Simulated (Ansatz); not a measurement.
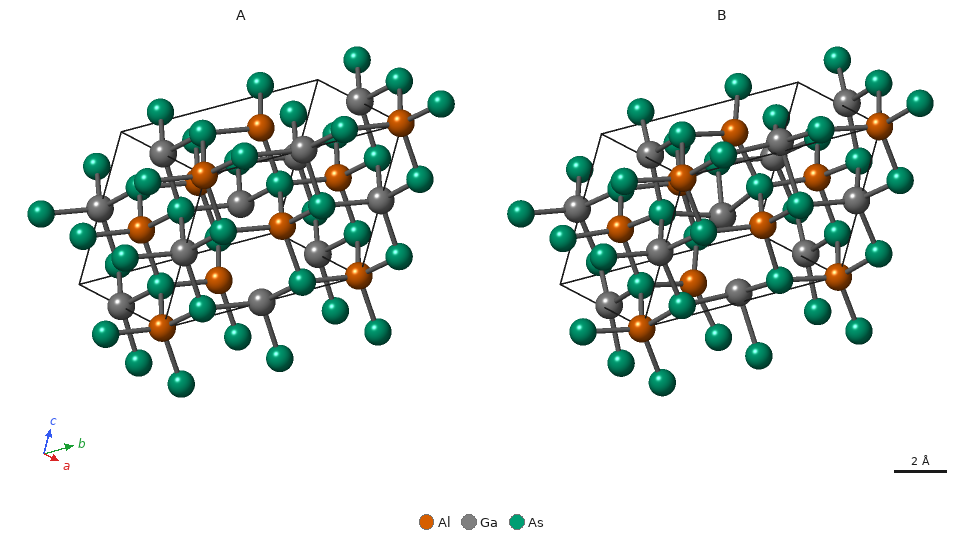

Two geometries of a crystal of Al4Ga4As7 (a generated structure, set up in P1) (coarse preliminary run), drawn at one scale. One is the start of a relaxation, the other its converged end. The picture is a ball-and-stick view of the cell of the calculation, reduced to other axes (origin shifted), seen slightly off an axis. Lengths and directions refer to the drawn axes.

All numbers below come from Ansatz 0.2.0, DFT r2SCAN, scalar-relativistic, plane waves, PAW. (plane-wave cutoff 500 eV; k-point mesh 2 × 2 × 2; occupations gaussian; smearing width 0.1 eV; mesh shifted by (0.5, 0.5, 0.5); no spin polarisation; cell and atoms relaxed; force threshold 0.04 eV/Å; at most 50 steps)

### Which one is relaxed?

Structure B is the relaxed one. Case: 1 of 8 As atoms taken out at random. The largest moves relative to the cell, 0.45 Å, are those of Ga atoms. Largest moves by element: Ga 0.45 Å, Al 0.37 Å, As 0.23 Å. The volume changes by −2.0 %, with a 8.023 → 7.928 Å (−1.2 %), b 8.023 → 8.003 Å (−0.2 %), c 8.023 → 7.927 Å (−1.2 %), α 60.0° → 60.5°, β 60.0° → 59.8°, γ 60.0° → 60.5°. Among the contacts that change: As–Ga 2.439 → 2.601 Å, As–Ga 2.413 → 2.559 Å, As–Ga 2.503 → 2.601 Å, As–Ga 2.468 → 2.560 Å. Bond angles that change, for instance: Ga–As–Ga 109.1° → 133.9°, Al–As–Ga 108.1° → 89.8°, As–Ga–As 110.9° → 95.7°. The space group (tolerance 0.01 Å) goes from P1 (No. 1) to Cm (No. 8). Over 8 accepted moves (11 points after the start) the energy falls by 0.452 eV per cell of the calculation. Largest force component: 0.83 eV/Å at the start, 0.038 eV/Å at the end. The pressure goes from −0.55 to 0.04 GPa. The line search rejected the trial steps at points 6, 8 of the run. At 1 point the geometry stayed and the basis and grid were re-selected for the new cell (energy shift of 0.9 meV per cell of the calculation at most each time). The run took 78 s on 4 threads of AMD EPYC 9R45 96-Core Processor (Zen 5), on a shared host, peak memory 1.9 GiB.

Limits of the set-up: the k-point mesh is coarse for a cell with partly filled bands.
